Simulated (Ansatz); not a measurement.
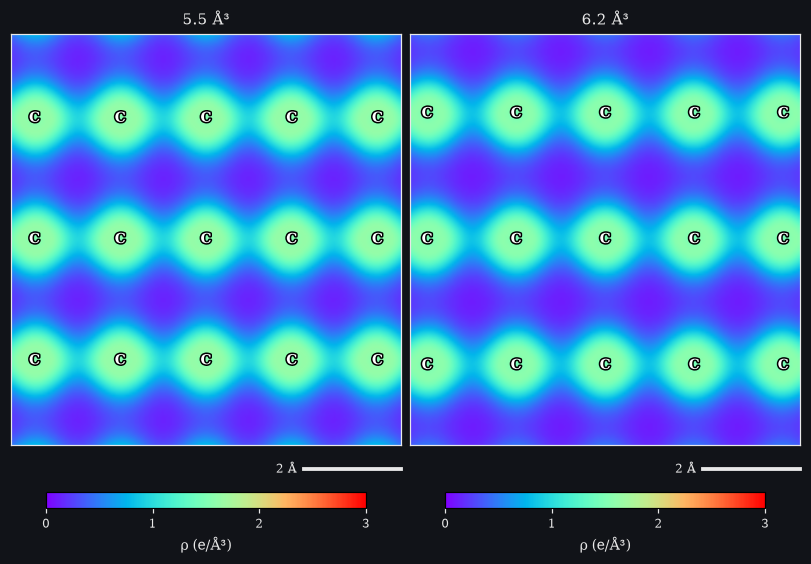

C. The valence pseudo-density of cells scaled evenly to different volumes (given per atom above each panel), on the (101) plane of each (indices in the axes of the cell below), at one length scale and on one colour scale.

A generated structure, not necessarily the stable one.

All numbers below come from Ansatz, DFT, r2SCAN, plane waves (500 eV) with PAW, scalar-relativistic.

The density is the valence pseudo-density of a PAW calculation; it isn't the true density close to the nuclei.

The largest cell:

```
CELL_PARAMETERS angstrom
1.83811 0.00000 0.00000
0.00000 1.83811 0.00000
0.00000 0.00000 1.83811
ATOMIC_POSITIONS crystal
C 0.00000 0.00000 0.00000
```

| volume (Å³/atom) | C–C contact in the plane (Å) | ρ at its midpoint (e/Å³) | pressure (GPa) | 
| --- | --- | --- | --- |
| 5.54 | 1.770 | 0.963 | 4.5 | 
| 5.77 | 1.793 | ? | ? | 
| 6.21 | 1.838 | 0.839 | −27.1 | 

> What values belong in the row with question marks?

Over the known rows ln ρ falls by 2.03 per Å of C–C distance (the line through the two), which gives 0.919 e/Å³ at 1.793 Å; the calculation gives 0.919 e/Å³. For the pressure, a straight line in volume between the neighbouring rows gives −6.3 GPa; the calculation gives −8.0, lower because pressure rises ever faster on compression.
